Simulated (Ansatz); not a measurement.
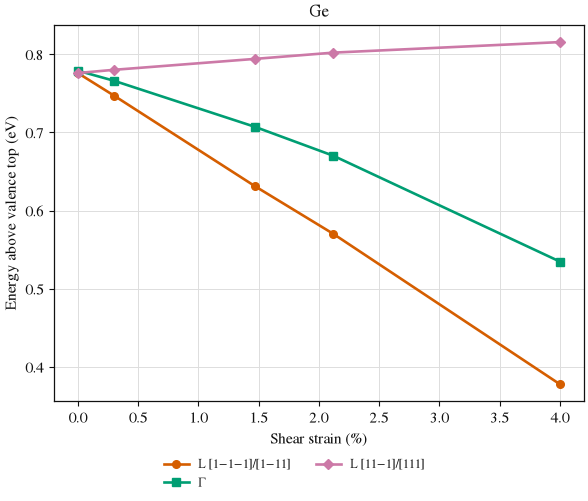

Lowest conduction level at each named k point, counted from the valence-band top at Γ.

System: diamond-type Ge, space group Fd-3m (No. 227), 2 atoms in the primitive cell, relaxed with r2SCAN; unstrained, cubic a = 5.674 Å. The cell is sheared in the xy plane (engineering strain), and the atoms are relaxed again with r2SCAN. Points keep the names of the unstrained cell; those that the strain makes unlike carry their directions on the cubic axes x, y, z. Level of theory: HSE06, Ansatz PAW set, no spin polarisation, no spin-orbit coupling, 6×6×6 k mesh, 420 eV cutoff; code Ansatz.

How does the strain split the L points of the conduction band?

Answer. Unstrained, the L points are equivalent. At +4 % the lowest conduction level is 0.38 eV at L [1−1−1]/[1−11] and 0.82 eV at L [11−1]/[111] above the valence top, a splitting of 0.44 eV, or 109 meV for each 1 % of strain on average.

The values:
| strain | L [1−1−1]/[1−11] (eV) | Γ (eV) | L [11−1]/[111] (eV) |
| --- | --- | --- | --- |
| 0 % | 0.78 | 0.78 | 0.78 |
| +0.3 % | 0.75 | 0.77 | 0.78 |
| +1.47 % | 0.63 | 0.71 | 0.79 |
| +2.12 % | 0.57 | 0.67 | 0.80 |
| +4 % | 0.38 | 0.53 | 0.82 |

The strain splits the threefold valence top at Γ, and levels count from its highest part. Spin-orbit coupling is left out, which matters for Ge. The k mesh is thin for exact exchange. The PAW data sets were made with another functional. The cell was built by a generator and needn't be a form met in nature.
